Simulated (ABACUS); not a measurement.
## GaP: single-point calculation (part 2 of 3)

GaP (2 atoms in the cell); Kohn-Sham DFT of a periodic cell, HSE-type, SG15 ONCV 1.2 PBE, no spin polarisation (ABACUS 3.10.1); cutoff 1360.57 eV, 4×4×4 k-mesh, fermi-dirac of 0.05 eV. The structure derives from an entry of the Crystallography Open Database. It belongs to a series of runs on one base structure; here: exact_exchange_share = 0.1.

Geometry of the input (Å; fractional positions):
```
0.0000  2.7252  2.7252
2.7252  0.0000  2.7252
2.7252  2.7252  0.0000
Ga 0.0000  0.0000  0.0000
P  0.7500  0.7500  0.7500
```

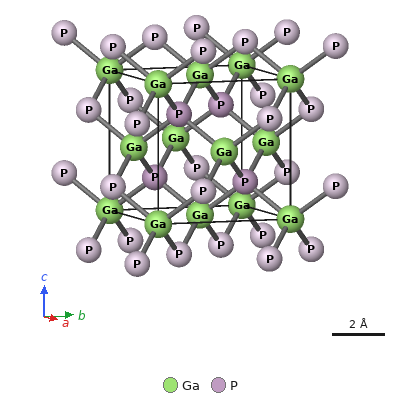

**Figure 1.** The structure as given in the input (ball-and-stick view of the cell 4 times as large as that of the calculation, set on its symmetry axes, seen slightly off an axis; neighbours outside the cell are drawn fainter). An atom can appear more than once, as a periodic image.

### Log, continued
```
----------------------------------------------------------
     Energy           Rydberg                 eV
----------------------------------------------------------
 E_KohnSham     -144.5263319727      -1966.3816258689
 E_Harris       -143.9474788416      -1958.5059249801
 E_Fermi        0.6245880648         8.4979565837
----------------------------------------------------------

 LCAO ALGORITHM --------------- ION=   1  ELEC=   3--------------------------------
 DeltaE_womix = -0.0456105 eV

 Density error is 0.00784937374384
----------------------------------------------------------
     Energy           Rydberg                 eV
----------------------------------------------------------
 E_KohnSham     -144.5276968684      -1966.4001962265
 E_Harris       -144.5255549737      -1966.3710542540
 E_Fermi        0.6230398126         8.4768915326
----------------------------------------------------------

 LCAO ALGORITHM --------------- ION=   1  ELEC=   4--------------------------------
 DeltaE_womix = -0.186754 eV

 Density error is 0.000630499322504
----------------------------------------------------------
     Energy           Rydberg                 eV
----------------------------------------------------------
 E_KohnSham     -144.5277244309      -1966.4005712334
 E_Harris       -144.5140142599      -1966.2140347878
 E_Fermi        0.6264412748         8.5231707995
----------------------------------------------------------

 LCAO ALGORITHM --------------- ION=   1  ELEC=   5--------------------------------
 DeltaE_womix = -0.0445051 eV

 Density error is 0.000238520383372
----------------------------------------------------------
     Energy           Rydberg                 eV
----------------------------------------------------------
 E_KohnSham     -144.5277255205      -1966.4005860587
 E_Harris       -144.5244537760      -1966.3560716912
 E_Fermi        0.6267328256         8.5271375523
----------------------------------------------------------

 LCAO ALGORITHM --------------- ION=   1  ELEC=   6--------------------------------
 DeltaE_womix = -0.0018577 eV

 Density error is 1.00802052345e-05
----------------------------------------------------------
     Energy           Rydberg                 eV
----------------------------------------------------------
 E_KohnSham     -144.5277255733      -1966.4005867770
 E_Harris       -144.5275890868      -1966.3987297833
 E_Fermi        0.6269589281         8.5302138337
----------------------------------------------------------

 LCAO ALGORITHM --------------- ION=   1  ELEC=   7--------------------------------
 DeltaE_womix = -6.60859e-05 eV

 Density error is 9.58200263747e-07
----------------------------------------------------------
     Energy           Rydberg                 eV
----------------------------------------------------------
 E_KohnSham     -144.5277255733      -1966.4005867775
 E_Harris       -144.5277207161      -1966.4005206920
 E_Fermi        0.6269649595         8.5302958951
----------------------------------------------------------

 LCAO ALGORITHM --------------- ION=   1  ELEC=   8--------------------------------
 DeltaE_womix = 1.22324e-05 eV

 Density error is 1.64431181719e-07
----------------------------------------------------------
     Energy           Rydberg                 eV
----------------------------------------------------------
 E_KohnSham     -144.5277255733      -1966.4005867776
 E_Harris       -144.5277264724      -1966.4005990099
 E_Fermi        0.6269648995         8.5302950790
----------------------------------------------------------

 LCAO ALGORITHM --------------- ION=   1  ELEC=   9--------------------------------
 DeltaE_womix = -3.28693e-11 eV

 Density error is 1.72112584821e-08
----------------------------------------------------------
     Energy           Rydberg                 eV
----------------------------------------------------------
 E_KohnSham     -144.5277255733      -1966.4005867776
 E_KS(sigma->0) -144.5277255728      -1966.4005867704
 E_Harris       -144.5277255302      -1966.4005861914
 E_band         -3.5593496020        -48.4274357617
 E_one_elec     -77.4690861555       -1054.0209905677
 E_Hartree      50.8829037274        692.2974214778
 E_xc           -21.4639192561       -292.0316032943
 E_Ewald        -96.4776238881       -1312.6454143789
 E_entropy(-TS) -0.0000000011        -0.0000000144
 E_descf        0.0000000000         0.0000000000
 E_exx          0.0000000000         0.0000000000
 E_Fermi        0.6269648323         8.5302941643
----------------------------------------------------------

 LCAO ALGORITHM --------------- ION=   1  ELEC=   1--------------------------------
 DeltaE_womix = -3.48925 eV

 Density error is 0.011428741558
----------------------------------------------------------
     Energy           Rydberg                 eV
----------------------------------------------------------
 E_KohnSham     -144.1756703442      -1961.6106296501
 E_Harris       -146.4631592466      -1992.7335128352
 E_Fermi        0.5611288736         7.6345499939
----------------------------------------------------------

 LCAO ALGORITHM --------------- ION=   1  ELEC=   2--------------------------------
 DeltaE_womix = 9.13465 eV

 Density error is 0.0127815376258
----------------------------------------------------------
     Energy           Rydberg                 eV
----------------------------------------------------------
 E_KohnSham     -144.1858846029      -1961.7496017705
 E_Harris       -144.8724388223      -1971.0906511394
 E_Fermi        0.6295256232         8.5651355125
----------------------------------------------------------

 LCAO ALGORITHM --------------- ION=   1  ELEC=   3--------------------------------
 DeltaE_womix = 5.36605 eV

 Density error is 0.0079808352707
----------------------------------------------------------
     Energy           Rydberg                 eV
----------------------------------------------------------
 E_KohnSham     -144.1852297231      -1961.7406916737
 E_Harris       -144.5809553147      -1967.1248145633
 E_Fermi        0.6275970740         8.5388962539
----------------------------------------------------------

 LCAO ALGORITHM --------------- ION=   1  ELEC=   4--------------------------------
 DeltaE_womix = 2.0051 eV

 Density error is 0.00271670612665
----------------------------------------------------------
     Energy           Rydberg                 eV
----------------------------------------------------------
 E_KohnSham     -144.1852236454      -1961.7406089820
 E_Harris       -144.3328684860      -1963.7494200938
 E_Fermi        0.6254877579         8.5101975368
----------------------------------------------------------

 LCAO ALGORITHM --------------- ION=   1  ELEC=   5--------------------------------
 DeltaE_womix = 0.301185 eV

 Density error is 0.000442174478594
----------------------------------------------------------
     Energy           Rydberg                 eV
----------------------------------------------------------
 E_KohnSham     -144.1852455110      -1961.7409064782
 E_Harris       -144.2074109536      -1962.0424827961
 E_Fermi        0.6245008610         8.4967701157
----------------------------------------------------------

 LCAO ALGORITHM --------------- ION=   1  ELEC=   6--------------------------------
 DeltaE_womix = -0.0442079 eV

 Density error is 6.3085110387e-05
----------------------------------------------------------
     Energy           Rydberg                 eV
----------------------------------------------------------
 E_KohnSham     -144.1852464907      -1961.7409198087
 E_Harris       -144.1819984047      -1961.6967273302
 E_Fermi        0.6241670705         8.4922286631
----------------------------------------------------------

 LCAO ALGORITHM --------------- ION=   1  ELEC=   7--------------------------------
 DeltaE_womix = 0.00756246 eV

 Density error is 9.32759073702e-06
----------------------------------------------------------
     Energy           Rydberg                 eV
----------------------------------------------------------
 E_KohnSham     -144.1852465125      -1961.7409201041
 E_Harris       -144.1858023685      -1961.7484829136
 E_Fermi        0.6242840785         8.4938206389
----------------------------------------------------------

 LCAO ALGORITHM --------------- ION=   1  ELEC=   8--------------------------------
 DeltaE_womix = 0.000712664 eV

 Density error is 1.07674715726e-06
----------------------------------------------------------
     Energy           Rydberg                 eV
----------------------------------------------------------
 E_KohnSham     -144.1852465132      -1961.7409201136
 E_Harris       -144.1852988936      -1961.7416327859
 E_Fermi        0.6242687876         8.4936125952
----------------------------------------------------------

 LCAO ALGORITHM --------------- ION=   1  ELEC=   9--------------------------------
 DeltaE_womix = 1.09281e-09 eV

 Density error is 9.04616853719e-08
----------------------------------------------------------
     Energy           Rydberg                 eV
----------------------------------------------------------
 E_KohnSham     -144.1852465131      -1961.7409201125
 E_KS(sigma->0) -144.1852465130      -1961.7409201120
 E_Harris       -144.1852420913      -1961.7408599505
 E_band         -4.1330740439        -56.2333572531
 E_one_elec     -77.4041657314       -1053.1377028829
 E_Hartree      50.7988734996        691.1541315756
 E_xc           -19.6627651847       -267.5256449482
 E_Ewald        -96.4776238881       -1312.6454143789
 E_entropy(-TS) -0.0000000001        -0.0000000011
 E_descf        0.0000000000         0.0000000000
 E_exx          -1.4395652084        -19.5862894769
 E_Fermi        0.6242669743         8.4935879242
----------------------------------------------------------

 LCAO ALGORITHM --------------- ION=   1  ELEC=   1--------------------------------
 DeltaE_womix = -0.0111802 eV

 Density error is 0.000256815928752
----------------------------------------------------------
     Energy           Rydberg                 eV
----------------------------------------------------------
 E_KohnSham     -144.1852711093      -1961.7412547612
 E_Harris       -144.1824395237      -1961.7027290624
 E_Fermi        0.6243229361         8.4943493225
----------------------------------------------------------

 LCAO ALGORITHM --------------- ION=   1  ELEC=   2--------------------------------
 DeltaE_womix = 0.00500444 eV

 Density error is 4.72585770188e-05
----------------------------------------------------------
     Energy           Rydberg                 eV
----------------------------------------------------------
 E_KohnSham     -144.1852712031      -1961.7412560372
 E_Harris       -144.1856391477      -1961.7462621803
 E_Fermi        0.6243059377         8.4941180481
----------------------------------------------------------

 LCAO ALGORITHM --------------- ION=   1  ELEC=   3--------------------------------
 DeltaE_womix = -0.00570562 eV

 Density error is 1.39767996628e-05
```
